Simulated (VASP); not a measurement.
**Run report: C, geometry relaxation**

C (Fd-3m, 2 atoms in the cell), computed with Kohn-Sham DFT of a periodic cell, LDA, VASP PAW LDA potentials, recommended, no spin polarisation (VASP 6.6.1).

The structure derives from an entry of the Crystallography Open Database.

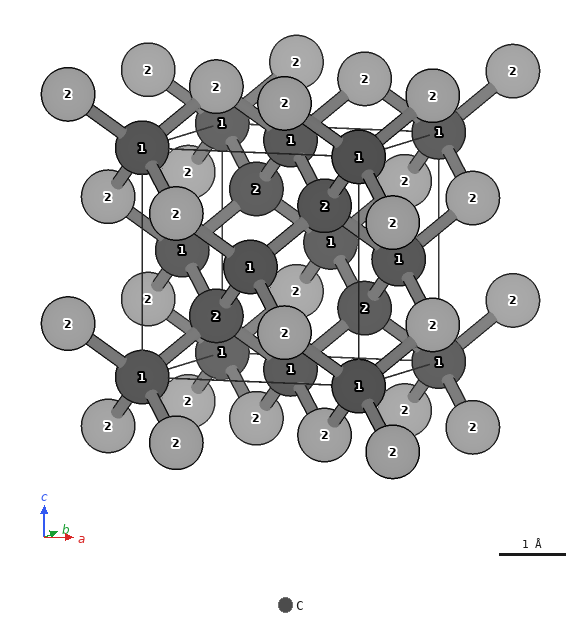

Figure 1. The input geometry (ball-and-stick view of the cell 4 times as large as that of the calculation, set on its symmetry axes, seen slightly off an axis; neighbours outside the cell are drawn fainter; atoms are numbered from 1 in the order of the input). An atom can appear more than once, as a periodic image.

INCAR:
```
PREC = Accurate
ENCUT = 600
EDIFF = 1E-7
ISMEAR = 0
SIGMA = 0.03
LREAL = F
LASPH = T
NELM = 80
ALGO = Normal
ISIF = 2
LWAVE = F
LCHARG = F
GGA = CA
IBRION = 2
NSW = 40
EDIFFG = -0.01
```

KPOINTS:
```
regular mesh
0
Gamma
  14 14 14
```

POSCAR:
```
C                                       
1.0
    0.0000000000      1.7551029988      1.7551029988
    1.7551029988      0.0000000000      1.7551029988
    1.7551029988      1.7551029988      0.0000000000
  C             
     2
Direct
     0.0000000000000000    0.0000000000000000    0.0000000000000000
     0.2500000000000000    0.2500000000000000    0.2500000000000000
```

Run as:
```bash
cat potpaw_LDA.64/C/POTCAR > POTCAR
mpirun -np 1 vasp_std > vasp.out
```

OSZICAR:
```
N       E                     dE             d eps       ncg     rms          rms(c)
DAV:   1     0.199413709364E+00    0.19941E+00   -0.56748E+03  1704   0.112E+03
DAV:   2    -0.210280371306E+02   -0.21227E+02   -0.20005E+02  2656   0.123E+02
DAV:   3    -0.211538656515E+02   -0.12583E+00   -0.12583E+00  1768   0.127E+01
DAV:   4    -0.211540848715E+02   -0.21922E-03   -0.21922E-03  2448   0.563E-01
DAV:   5    -0.211540849223E+02   -0.50867E-07   -0.50867E-07  1728   0.579E-03    0.603E+00
DAV:   6    -0.204793273397E+02    0.67476E+00   -0.54720E-01  1720   0.579E+00    0.351E+00
DAV:   7    -0.202452160705E+02    0.23411E+00   -0.60274E-01  2024   0.606E+00    0.800E-01
DAV:   8    -0.202444094353E+02    0.80664E-03   -0.24013E-03  1696   0.609E-01    0.265E-02
DAV:   9    -0.202444077988E+02    0.16365E-05   -0.12929E-05  2104   0.395E-02    0.239E-02
DAV:  10    -0.202444088212E+02   -0.10224E-05   -0.52014E-07  1880   0.849E-03    0.339E-03
DAV:  11    -0.202444087853E+02    0.35985E-07   -0.19459E-08  1288   0.138E-03
   1 F= -.20244409E+02 E0= -.20244409E+02  d E =-.202444E+02
```

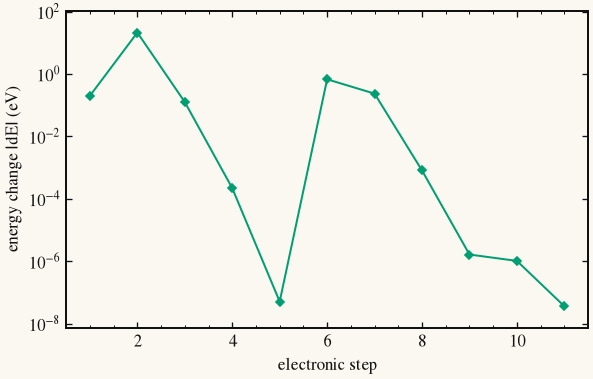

Figure 2. Convergence of the self-consistent field: energy change |dE| against the electronic step. It takes 11 electronic steps. The density is held fixed in the first few steps, and dE rises again when its update begins.

Parts of OUTCAR:
```
PREC = Accurate
   ENCUT = 600
   EDIFF = 1E-7
   ISMEAR = 0
   LREAL = F
   LASPH = T
   NELM = 80
   ISIF = 2
   GGA = CA
   IBRION = 2
   NSW = 40
   EDIFFG = -0.01

 ion  position               nearest neighbor table
   1  0.000  0.000  0.000-   2 1.52   2 1.52   2 1.52   2 1.52
   2  0.250  0.250  0.250-   1 1.52   1 1.52   1 1.52   1 1.52

  LATTYP: Found a face centered cubic cell.
 ALAT       =     3.5102059976

  Lattice vectors:

 A1 = (   0.0000000000,   1.7551029988,   1.7551029988)
 A2 = (   1.7551029988,   0.0000000000,   1.7551029988)
 A3 = (   1.7551029988,   1.7551029988,   0.0000000000)

Analysis of symmetry for initial positions (statically):
=====================================================================
 Subroutine PRICEL returns:
 Original cell was already a primitive cell.

 Routine SETGRP: Setting up the symmetry group for a
 face centered cubic supercell.

 Subroutine GETGRP returns: Found 48 space group operations
 (whereof 24 operations were pure point group operations)
 out of a pool of 48 trial point group operations.

The static configuration has the point symmetry T_d .
 The point group associated with its full space group is O_h .

Analysis of symmetry for dynamics (positions and initial velocities):
=====================================================================
 Subroutine PRICEL returns:
 Original cell was already a primitive cell.

 Routine SETGRP: Setting up the symmetry group for a
 face centered cubic supercell.

 Subroutine GETGRP returns: Found 48 space group operations
 (whereof 24 operations were pure point group operations)
 out of a pool of 48 trial point group operations.

The dynamic configuration has the point symmetry T_d .
 The point group associated with its full space group is O_h .

 Subroutine INISYM returns: Found 48 space group operations
 (whereof 24 operations are pure point group operations),
 and found     1 'primitive' translations

----------------------------------------------------------------------------------------

                                     Primitive cell

  volume of cell :      10.8128

  direct lattice vectors                    reciprocal lattice vectors
     0.000000000  1.755102999  1.755102999    -0.284883565  0.284883565  0.284883565
     1.755102999  0.000000000  1.755102999     0.284883565 -0.284883565  0.284883565
     1.755102999  1.755102999  0.000000000     0.284883565  0.284883565 -0.284883565

  length of vectors
     2.482090464  2.482090464  2.482090464     0.493432810  0.493432810  0.493432810

  position of ions in fractional coordinates (direct lattice)
     0.000000000  0.000000000  0.000000000
     0.250000000  0.250000000  0.250000000

  ion indices of the primitive-cell ions
   primitive index   ion index
                 1           1
                 2           2

----------------------------------------------------------------------------------------

 KPOINTS: regular mesh

Automatic generation of k-mesh.
 Grid dimensions read from file:
 generate k-points for:   14   14   14

 Generating k-lattice:

  Cartesian coordinates                     Fractional coordinates (reciprocal lattice)
    -0.020348826  0.020348826  0.020348826     0.071428571  0.000000000  0.000000000
     0.020348826 -0.020348826  0.020348826     0.000000000  0.071428571  0.000000000
     0.020348826  0.020348826 -0.020348826     0.000000000  0.000000000  0.071428571

  Length of vectors
     0.035245201  0.035245201  0.035245201

  Shift w.r.t. Gamma in fractional coordinates (k-lattice)
     0.000000000  0.000000000  0.000000000

 Subroutine IBZKPT returns following result:
 ===========================================

 Found    104 irreducible k-points:

 Following reciprocal coordinates:
            Coordinates               Weight
  0.000000  0.000000  0.000000      1.000000
  0.071429  0.000000  0.000000      8.000000
  0.142857  0.000000  0.000000      8.000000
  0.214286  0.000000  0.000000      8.000000
  0.285714  0.000000  0.000000      8.000000
  0.357143  0.000000  0.000000      8.000000
  0.428571  0.000000  0.000000      8.000000
  0.500000  0.000000  0.000000      4.000000
  0.071429  0.071429  0.000000      6.000000
  0.142857  0.071429  0.000000     24.000000
  0.214286  0.071429  0.000000     24.000000
  0.285714  0.071429  0.000000     24.000000
  0.357143  0.071429  0.000000     24.000000
  0.428571  0.071429  0.000000     24.000000
  0.500000  0.071429  0.000000     24.000000
 -0.428571  0.071429  0.000000     24.000000
 -0.357143  0.071429  0.000000     24.000000
 -0.285714  0.071429  0.000000     24.000000
 -0.214286  0.071429  0.000000     24.000000
 -0.142857  0.071429  0.000000     24.000000
 -0.071429  0.071429  0.000000     12.000000
  0.142857  0.142857  0.000000      6.000000
  0.214286  0.142857  0.000000     24.000000
  0.285714  0.142857  0.000000     24.000000
 [... further k-points ...]
   k-points           NKPTS =    104   k-points in BZ     NKDIM =    104   number of bands    NBANDS=      8
   number of dos      NEDOS =    301   number of ions     NIONS =      2
   total plane-waves  NPLWV =   8000
   dimension x,y,z NGX =    20 NGY =   20 NGZ =   20
   dimension x,y,z NGXF=    40 NGYF=   40 NGZF=   40
   ions per type =               2
   NGX,Y,Z   is equivalent  to a cutoff of  13.40, 13.40, 13.40 a.u.
   NGXF,Y,Z  is equivalent  to a cutoff of  26.79, 26.79, 26.79 a.u.
 SYSTEM =  unknown system
   PREC   = accura    normal or accurate (medium, high low for compatibility)
   ISTART =      0    job   : 0-new  1-cont  2-samecut
   ICHARG =      2    charge: 1-file 2-atom 10-const
   ISPIN  =      1    spin polarized calculation?
   LNONCOLLINEAR =      F non collinear calculations
   LSORBIT =      F    spin-orbit coupling
   LASPH  =      T    aspherical Exc in radial PAW
   ENCUT  =  600.0 eV  44.10 Ry    6.64 a.u.   4.96  4.96  4.96*2*pi/ulx,y,z
   NELM   =     80;   NELMIN=  2; NELMDL= -5     # of ELM steps
   EDIFF  = 0.1E-06   stopping-criterion for ELM
   LREAL  =      F    real-space projection
   EDIFFG = -.1E-01   stopping-criterion for IOM
   NSW    =     40    number of steps for IOM
   IBRION =      2    ionic relax: 0-MD 1-quasi-New 2-CG
   NFREE  =      1    steps in history (QN), initial steepest desc. (CG)
   ISIF   =      2    stress and relaxation
   ISYM   =      2    0-nonsym 1-usesym 2-fastsym
   POTIM  = 0.5000    time-step for ionic-motion
   TEBEG  =    0.0;   TEEND  =   0.0 temperature during run
   PSTRESS=    0.0 pullay stress
   NELECT =       8.0000    total number of electrons
   NUPDOWN=      -1.0000    fix difference up-down
   EMIN   =  10.00;   EMAX   =-10.00  energy-range for DOS
   EFERMI =   0.00;   METHOD = LEGACY
   ISMEAR =     0;   SIGMA  =   0.03  broadening in eV -4-tet -1-fermi 0-gaus
   EFERMI_NEDOS =   21; number of points for ismear=-14 and -15
   IALGO  =     38    algorithm
   IMIX   =      4    mixing-type and parameters
     AMIX     =   0.40;   BMIX     =  1.00
     AMIX_MAG =   1.60;   BMIX_MAG =  1.00
  volume/ion in A,a.u.               =       5.41        36.48
  Fermi-wavevector in a.u.,A,eV,Ry     =   1.480672  2.798065 29.829274  2.192390
  Thomas-Fermi vector in A             =   2.594677
   LORBIT       =      0    0 simple, 1 ext, 2 COOP (PROOUT), +10 PAW based schemes
   GGA     = CA    functional components
   LHFCALC =     F    Hartree Fock is set to
   AEXX    =    0.0000 exact exchange contribution
   IVDW    =     0    specifies the selected vdW correction
   LEPSILON=     F    determine dielectric tensor
   LRPA    =     F    only Hartree local field effects (RPA)
 conjugate gradient relaxation of ions
 non-spin polarized calculation
 Gauss-broadening in eV      SIGMA  =   0.03
  energy-cutoff  :      600.00
  volume of cell :       10.81
 maximum number of plane-waves:       370
   NGX =  9   NGY =  9   NGZ =  9

 number of electron       7.9999998 magnetization

 Free energy of the ion-electron system (eV)
  ---------------------------------------------------
  ext. energy  EPLUGINS =         0.00000000
  ---------------------------------------------------
  free energy    TOTEN  =       -20.24440879 eV

  energy without entropy =      -20.24440879  energy(sigma->0) =      -20.24440879

 E-fermi :  10.5929     XC(G=0): -13.7329     alpha+bet :-18.8547

 val. band max:       10.4358218483   @ k =   0.0000   0.0000   0.0000
 cond. band min:      14.6519954935   @ k =   0.3571   0.3571   0.0000
 fundamental gap:      4.2161736453
 Fermi energy:        10.5928551418

 k-point     1 :       0.0000    0.0000    0.0000
  band No.  band energies     occupation
      1     -11.5313      2.00000
      2      10.4358      2.00000
      3      10.4358      2.00000
      4      10.4358      2.00000
      5      16.1139      0.00000
      6      16.1139      0.00000
      7      16.1139      0.00000
      8      25.1027      0.00000

 k-point     2 :       0.0714    0.0000    0.0000
  band No.  band energies     occupation
      1     -11.3855      2.00000
      2       9.4758      2.00000
      3      10.1801      2.00000
      4      10.1801      2.00000
      5      16.4477      0.00000
      6      16.4477      0.00000
      7      16.7162      0.00000
      8      25.1709      0.00000

 k-point     3 :       0.1429    0.0000    0.0000
  band No.  band energies     occupation
      1     -10.9494      2.00000
      2       7.3796      2.00000
      3       9.5875      2.00000
      4       9.5875      2.00000
      5      17.2253      0.00000
      6      17.2253      0.00000
      7      17.7928      0.00000
      8      25.3661      0.00000

 k-point     4 :       0.2143    0.0000    0.0000
  band No.  band energies     occupation
      1     -10.2265      2.00000
      2       4.9267      2.00000
      3       8.9220      2.00000
      4       8.9220      2.00000
      5      18.0530      0.00000
      6      18.0530      0.00000
      7      18.7148      0.00000
      8      25.6509      0.00000

 k-point     5 :       0.2857    0.0000    0.0000
  band No.  band energies     occupation
      1      -9.2244      2.00000
      2       2.4263      2.00000
      3       8.3336      2.00000
      4       8.3336      2.00000
      5      18.6478      0.00000
      6      18.6478      0.00000
      7      19.3718      0.00000
      8      25.9464      0.00000

 [... the levels of 18 k-points are left out ...]

 k-point    24 :       0.2857    0.1429    0.0000
  band No.  band energies     occupation
      1      -9.4127      2.00000
      2       4.2718      2.00000
      3       6.9593      2.00000
      4       7.8065      2.00000
      5      16.4849      0.00000
      6      20.7756      0.00000
      7      20.8119      0.00000
      8      23.2396      0.00000

 [... further k-points ...]

------------------------ aborting loop because EDIFF is reached ----------------------------------------

  FORCE on cell =-STRESS in cart. coord.  units (eV):
  Direction    XX          YY          ZZ          XY          YZ          ZX
  --------------------------------------------------------------------------------------
  -------------------------------------------------------------------------------------
  Total        0.6591535      0.6591535      0.6591535     -0.0000000      0.0000000      0.0000000
  in kB       97.6695776     97.6695776     97.6695776     -0.0000000      0.0000000      0.0000000
  external PRESSURE =      97.6695776 kB  Pullay stress =       0.0000000 kB

 VOLUME and BASIS-vectors are now :
 -----------------------------------------------------------------------------
  energy-cutoff  :      600.00
  volume of cell :       10.81
      direct lattice vectors                 reciprocal lattice vectors
     0.000000000  1.755102999  1.755102999    -0.284883565  0.284883565  0.284883565
     1.755102999  0.000000000  1.755102999     0.284883565 -0.284883565  0.284883565
     1.755102999  1.755102999  0.000000000     0.284883565  0.284883565 -0.284883565

 POSITION                                       TOTAL-FORCE (eV/Angst)
 -----------------------------------------------------------------------------------
      0.00000      0.00000      0.00000         0.000000      0.000000      0.000000
      0.87755      0.87755      0.87755        -0.000000     -0.000000     -0.000000
 -----------------------------------------------------------------------------------
    total drift:                                0.000000      0.000000      0.000000

  FREE ENERGIE OF THE ION-ELECTRON SYSTEM (eV)
  ---------------------------------------------------
  free  energy   TOTEN  =       -20.2444087853 eV

  energy  without entropy=      -20.2444087853  energy(sigma->0) =      -20.24440879

 reached required accuracy - stopping structural energy minimisation
```

CONTCAR:
```
C
   1.00000000000000
     0.0000000000000000    1.7551029988000000    1.7551029988000000
     1.7551029988000000    0.0000000000000000    1.7551029988000000
     1.7551029988000000    1.7551029988000000    0.0000000000000000
  C
     2
Direct
     0.0000000000000000    0.0000000000000000    0.0000000000000000
     0.2500000000000000    0.2500000000000000    0.2500000000000000

  0.00000000E+00  0.00000000E+00  0.00000000E+00
  0.00000000E+00  0.00000000E+00  0.00000000E+00
```

Results in brief:

| quantity | value |
| --- | --- |
| outcome | converged |
| space group (tolerance 0.01 Å) | Fd-3m (227) |
| electrons treated | 8 |
| free energy | −20.2444 eV |
| gap on the k-point mesh | 4.22 eV |
| pressure | 9.77 GPa |
| final volume | 10.81 Å³ |
| largest force (length of the vector) | under 0.001 eV/Å |
| hardware | 1 thread of Intel Xeon (Sapphire Rapids), 128 GiB of memory available, shared host |
| wall time | 6.5 s |
| peak memory | 0.11 GiB |

Remarks:

The cell is under a pressure of 9.8 GPa at this level, so it is not at its equilibrium volume.
